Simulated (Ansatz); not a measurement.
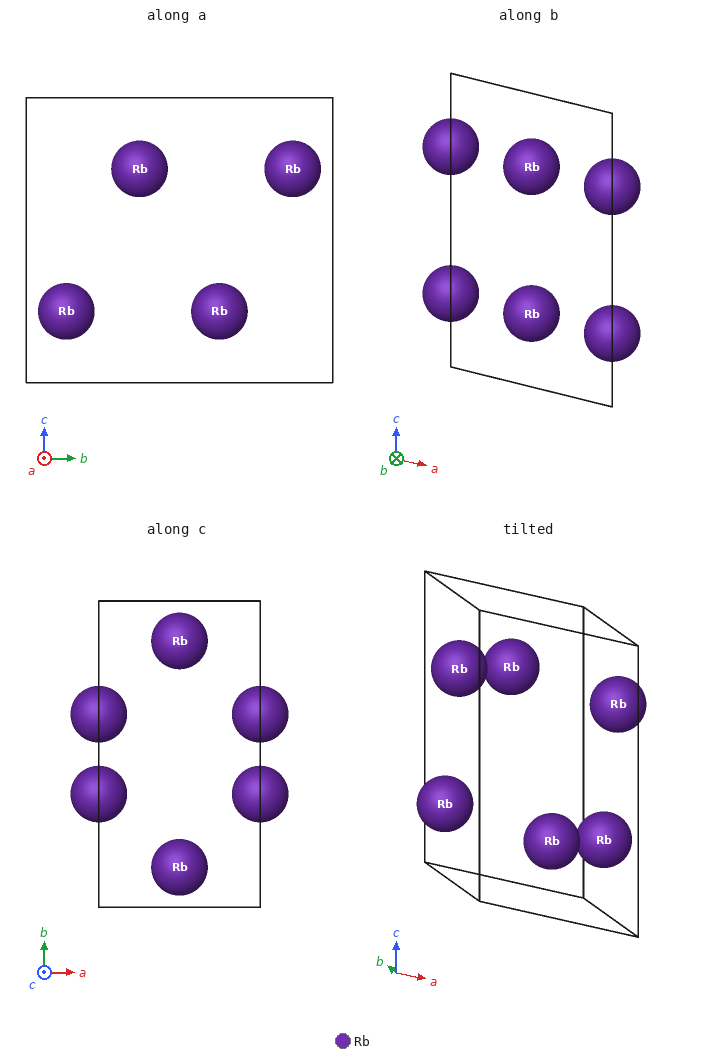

View along the a axis, along the b axis, along the c axis and slightly off an axis, drawn as a spheres-only model. The wireframe shows the conventional unit cell.

Lattice parameters: a = 5.0359 Å, b = 9.2757 Å, c = 8.8924 Å, α = 90.000°, β = 103.917°, γ = 90.000°.

> Write down what is shown as a CIF with its space group and independent sites, with free fractional coordinates to two decimals.

```cif
data_structure
_symmetry_space_group_name_H-M 'C 2/c'
_symmetry_Int_Tables_number 15
_cell_length_a 5.0359
_cell_length_b 9.2757
_cell_length_c 8.8924
_cell_angle_alpha 90.000
_cell_angle_beta 103.917
_cell_angle_gamma 90.000
_cell_volume 403.18
loop_
_atom_site_label
_atom_site_type_symbol
_atom_site_symmetry_multiplicity
_atom_site_Wyckoff_symbol
_atom_site_fract_x
_atom_site_fract_y
_atom_site_fract_z
_atom_site_occupancy
Rb1 Rb 4 e 0.00 0.37 0.75 1
```

The structure comes from a structure type filled with this element by a generator (whether the element takes this form wasn't checked). Earlier steps of the study may have refined or changed the cell and positions. It was the input of a calculation with Ansatz.
